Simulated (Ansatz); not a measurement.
**Energy of Ni along an even scaling of the cell**

System: Ni (2 atoms in the cell).
Method: DFT, revPBE, plane waves (420 eV) with PAW, scalar-relativistic, no spin polarisation (Ansatz 0.2.0).

The 5 runs differ only in the geometry, by an even scaling of the cell at fixed fractional positions.

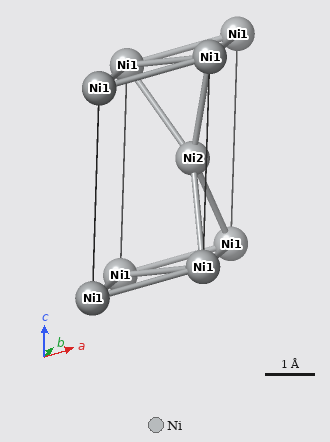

Figure 1. The structure of run 3 (ball-and-stick view of the reduced cell, seen slightly off an axis; atoms are numbered from 1 in the order of the input).

## Input of run 3
```yaml
crystal:
  lattice:
    - [-2.9660166606, 2.9663436363, 1.2256011131]
    - [2.9663436363, -2.9660166606, 1.2256011131]
    - [1.5451105245, 1.5451105245, -1.2250022564]
  atoms:
    - { symbol: Ni, position: [2.09121e-05, 0.9999790879, 0.0] }
    - { symbol: Ni, position: [0.7499790879, 0.2500209121, 0.5] }
hamiltonian:
  xc: revpbe
  pseudopotentials:
    kind: paw
    azcp:
      Ni: "pseudopotentials/Ni.paw.azcp"
basis:
  ecutwfc: 420
  fft_grid_basis: typed
kpoints:
  mp_grid: { grid: [17, 17, 16], shift: [0, 0, 0] }
magnetization:
  spin_polarized: false
scf:
  occupations: { method: fermi_dirac, width: 0.1 }
  lower_state_search: "off"
output:
  stress: true
```

Run 2 differs from it as follows:
```diff
-    - [-2.9660166606, 2.9663436363, 1.2256011131]
-    - [2.9663436363, -2.9660166606, 1.2256011131]
-    - [1.5451105245, 1.5451105245, -1.2250022564]
+    - [-2.8847146624, 2.8850326754, 1.192005948]
+    - [2.8850326754, -2.8847146624, 1.192005948]
+    - [1.5027572314, 1.5027572314, -1.1914235067]
```

## Results, with one run withheld

```csv
run,volume per atom (Å³),"free energy per atom, from the lowest run given (meV)",pressure (GPa)
1,9.887,117.74,31.65
2,10.336,?,?
3,11.235,0.00,0.04
4,11.685,9.28,−6.40
5,12.134,34.64,−11.48
```

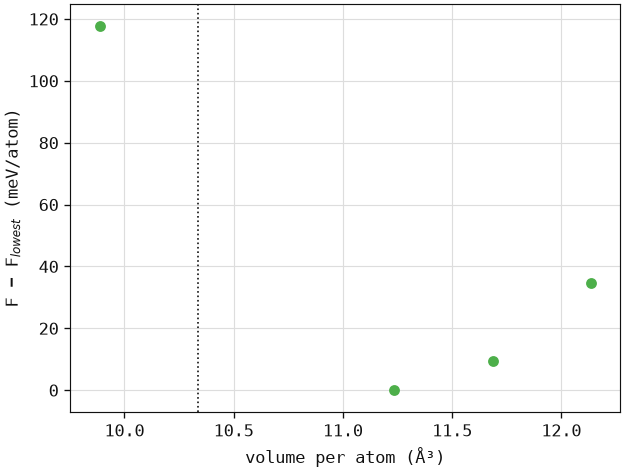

Figure 2. Free energy per atom of the runs given; the dotted line marks run 2.

Fit the runs given and predict run 2.

A quadratic polynomial in V^(−2/3) (the Birch–Murnaghan form), fitted to the 4 runs given, misses them by at most 0.29 meV per atom. With x = V^(−2/3) − 0.20000 Å⁻², it reads F = 0.44101 + 639.99 x + 3.6448e+05 x² (meV per atom). At run 2 it gives 49.43 meV per atom, and the run itself gives 48.06. The slope of the fit gives a pressure −dF/dV of 18.46 GPa there, and the run prints 18.55 GPa. The two needn't agree exactly: the fit is approximate, and the printed stress is taken on a finite basis. The fit has its minimum at 11.254 Å³ per atom, where V d²F/dV² gives 183 GPa. Cell shape and fractional positions are held, so this is the stiffness under even scaling; the relaxed bulk modulus wasn't computed. So low a polynomial doesn't follow these energies more closely.

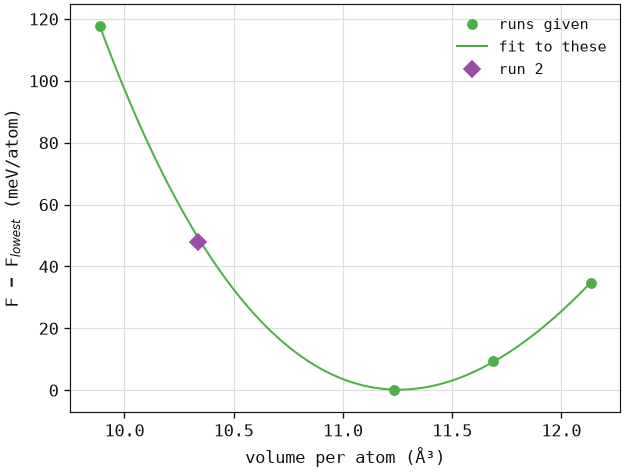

Figure 3. The fit and the withheld run.

## Output, shortened to warnings, some set-up lines, iterations and results (run 2)
```
Basis set: ecut = 420 eV, 389 PW (Γ)
Symmetry: 4 space group operations
k-points: 1233 of 4624
Initial density: superposition of atomic densities (neutral atoms: chi_scale 0, normalization atom), corrected by the library's trained network
[...]
SCF iter   1: F=—  HF=-11686.320749 eV  |F-HF|=—  |Δ(HF+E_count)|=         —  Δρ=6.81e-3  dr2=3.63e-3  ethr=1.77e-3  ⟨swp⟩=4.6  Hψ=99421  notcnv=0
SCF iter   2: F=—  HF=-11686.320624 eV  |F-HF|=—  |Δ(HF+E_count)|=   1.26e-4  Δρ=2.05e-3  dr2=2.84e-4  ethr=1.01e-5  ⟨swp⟩=2.1  Hψ=59169  notcnv=0
SCF iter   3: F=—  HF=-11686.320739 eV  |F-HF|=—  |Δ(HF+E_count)|=   1.15e-4  Δρ=5.53e-4  dr2=1.55e-5  ethr=7.90e-7  ⟨swp⟩=2.5  Hψ=40281  notcnv=0
SCF iter   4: F=—  HF=-11686.320759 eV  |F-HF|=—  |Δ(HF+E_count)|=   2.06e-5  Δρ=1.35e-4  dr2=6.94e-7  ethr=4.30e-8  ⟨swp⟩=2.3  Hψ=41688  notcnv=0
SCF iter   5: F=-11686.320759 eV  HF=-11686.320759 eV  |F-HF|=1.07e-8  |Δ(HF+E_count)|=   6.60e-8  Δρ=2.60e-5  dr2=5.63e-8  ethr=1.93e-9  ⟨swp⟩=2.1  Hψ=39132  notcnv=0
SCF iter   6: F=-11686.320759 eV  HF=-11686.320759 eV  |F-HF|=2.80e-9  |Δ(HF+E_count)|=   3.35e-8  Δρ=5.23e-6  dr2=2.26e-9  ethr=1.57e-10  ⟨swp⟩=3.4  Hψ=113546  notcnv=0
SCF 1 converged in 6 iterations: F = -11686.320759 eV  dr2 = 2.26e-9
SCF converged after 6 iterations
Free energy (F): -11686.320759 eV
Harris-Foulkes:  -11686.320759 eV  (|F-HF|=2.80e-9)
Internal energy: -11686.158594 eV  (E = F + TS)
E sigma→0 (E₀):  -11686.239677 eV
Entropy (-TS):   -0.162165 eV (-81.083 meV/atom)
Fermi energy:    19.329308 eV
--- Per-component energies (eV) ---
  E_band       = -525.432262
  E_kinetic    = 566.922764
  E_local      = -6723.082097  (includes V_loc(G=0)·N_el)
  E_nonlocal   = 1271.192930
  E_hartree    = 2814.583005
  E_xc         = -170.649201
  E_vxc        = -219.970717  (∫ρ·V_xc dr)
  E_paw        = -3266.739837  (= ΣΔE_a)
  E_vpaw       = -1049.659173  (= ΣTr[D̂ρ^β])
  E_aug_tail   = 0.001248  (compensation charges beyond the density's cutoff)
  E_ewald      = -6178.324442
  E_core_change = -0.062964  (= ΣΔE_core)
  E_smearing   = -0.162165  (= −TS)
  E_closure    = 0.000000  (closes the sum)
  Σ components = -11686.320759   (vs F -11686.320759, Δ=0.00e0)
--- Stress (GPa, compression-positive) ---
       18.733664       0.279879      -0.025481
        0.279879      18.733664      -0.025481
       -0.025481      -0.025481      18.169715
  P = ⅓ Tr σ = 18.5457 GPa (185.457 kbar)
```

Notes: The run has no spin polarisation, so a magnetic state may lie lower.
